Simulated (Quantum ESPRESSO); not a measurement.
## Energy of Bi along an even scaling of the cell

System: Bi (P2/m, 2 atoms in the cell).
Method: Kohn-Sham DFT of a periodic cell, LDA, PseudoDojo 0.4.1 SR LDA standard, no spin polarisation (Quantum ESPRESSO 7.5).

The 7 runs differ only in the geometry, by an even scaling of the cell at fixed fractional positions. The structure derives from a Materials Project entry.

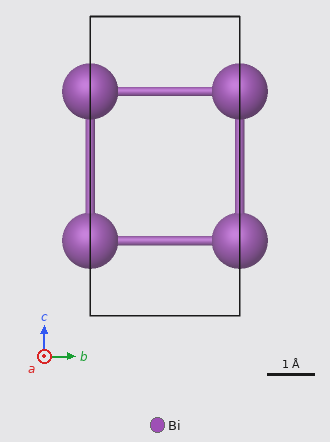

Figure 1. The structure of run 4 (ball-and-stick view of the cell of the calculation, along the a axis; atoms are numbered from 1 in the order of the input). An atom can appear more than once, as a periodic image.

## Input of run 4
```
&CONTROL
  calculation = 'scf'
  prefix = 'pwscf'
  outdir = './tmp'
  pseudo_dir = './pseudo'
  tprnfor = .true.
  tstress = .true.
  disk_io = 'nowf'
/
&SYSTEM
  ibrav = 0
  nat = 2
  ntyp = 1
  ecutwfc = 70
  nbnd = 22
  occupations = 'smearing'
  smearing = 'fd'
  degauss = 0.00367493
/
&ELECTRONS
  conv_thr = 4d-10
  electron_maxstep = 120
  mixing_beta = 0.5
/
ATOMIC_SPECIES
Bi   208.9804 Bi.upf
CELL_PARAMETERS angstrom
   3.2383762460    0.0000000000    0.0000000000
   0.0000000000    3.2216433200    0.0000000000
  -0.0804548793    0.0000000000    6.4438887882
ATOMIC_POSITIONS crystal
Bi     0.5442472500    0.0000000000    0.7495778900
Bi     0.4557527500    0.0000000000    0.2504221100
K_POINTS automatic
8 8 4 0 0 0
```

Command:
```bash
OMP_NUM_THREADS=1 mpirun -n 2 pw.x -nk 2 -in pw.in > pw.out
```

Lattice vectors (Å) and fractional positions of run 4:
```
   3.238376    0.000000    0.000000
   0.000000    3.221643    0.000000
  -0.080455    0.000000    6.443889
Bi  0.544247  0.000000  0.749578
Bi  0.455753  0.000000  0.250422
```

Run 5 differs from it as follows:
```diff
-   3.2383762460    0.0000000000    0.0000000000
-   0.0000000000    3.2216433200    0.0000000000
-  -0.0804548793    0.0000000000    6.4438887882
+   3.2598230713    0.0000000000    0.0000000000
+   0.0000000000    3.2429793280    0.0000000000
+  -0.0809877086    0.0000000000    6.4865647921
```

## Results, with one run withheld

| run | volume per atom (Å³) | free energy per atom, from the lowest run given (meV) | pressure (GPa) |
| --- | --- | --- | --- |
| 1 | 31.597 | 4.86 | 1.83 |
| 2 | 32.270 | 0.00 | 0.50 |
| 3 | 32.942 | 0.38 | −0.67 |
| 4 | 33.614 | 5.42 | −1.72 |
| 5 | 34.286 | ? | ? |
| 6 | 34.959 | 27.46 | −3.47 |
| 7 | 35.631 | 43.58 | −4.21 |

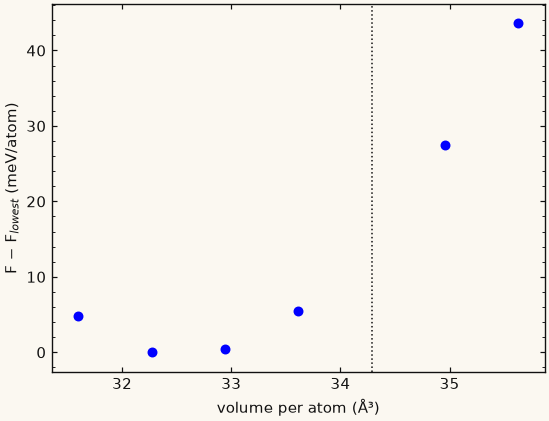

Figure 2. Free energy per atom of the runs given; the dotted line marks run 5.

Fit the runs given and predict run 5.

A cubic polynomial in V^(−2/3) (the Birch–Murnaghan form), fitted to the 6 runs given, misses them by under 0.01 meV per atom. With x = V^(−2/3) − 0.09632 Å⁻², it reads F = 3.8099 − 4788.3 x + 1.3391e+06 x² + 4.942e+06 x³ (meV per atom). At run 5 it gives 14.59 meV per atom, and the run itself gives 14.60. The slope of the fit gives a pressure −dF/dV of −2.64 GPa there, and the run prints −2.65 GPa. The fit has its minimum at 32.551 Å³ per atom, where V d²F/dV² gives 57.5 GPa. Cell shape and fractional positions are held, so this is the stiffness under even scaling; the relaxed bulk modulus wasn't computed.

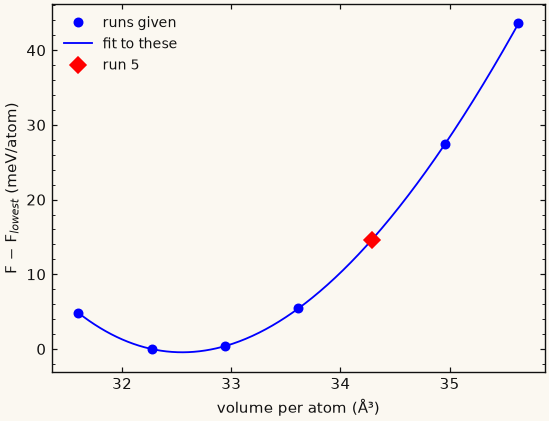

Figure 3. The fit and the withheld run.

## Some lines of the output (run 5)
```
[...]
     unit-cell volume          =     462.7533 (a.u.)^3
     number of k points=    90  Fermi-Dirac smearing, width (Ry)=  0.0037
     total energy              =    -327.67643492 Ry
     total energy              =    -327.67662923 Ry
     total energy              =    -327.67665312 Ry
     total energy              =    -327.67665530 Ry
     total energy              =    -327.67665610 Ry
     total energy              =    -327.67665613 Ry
     total energy              =    -327.67665614 Ry
     the Fermi energy is     9.8416 ev
!    total energy              =    -327.67665614 Ry
     The total energy is F=E-TS. E is the sum of the following terms:
     Computing stress (Cartesian axis) and pressure
          total   stress  (Ry/bohr**3)                   (kbar)     P=      -26.50
```

Notes: Spin–orbit coupling is left out, which matters for Bi.
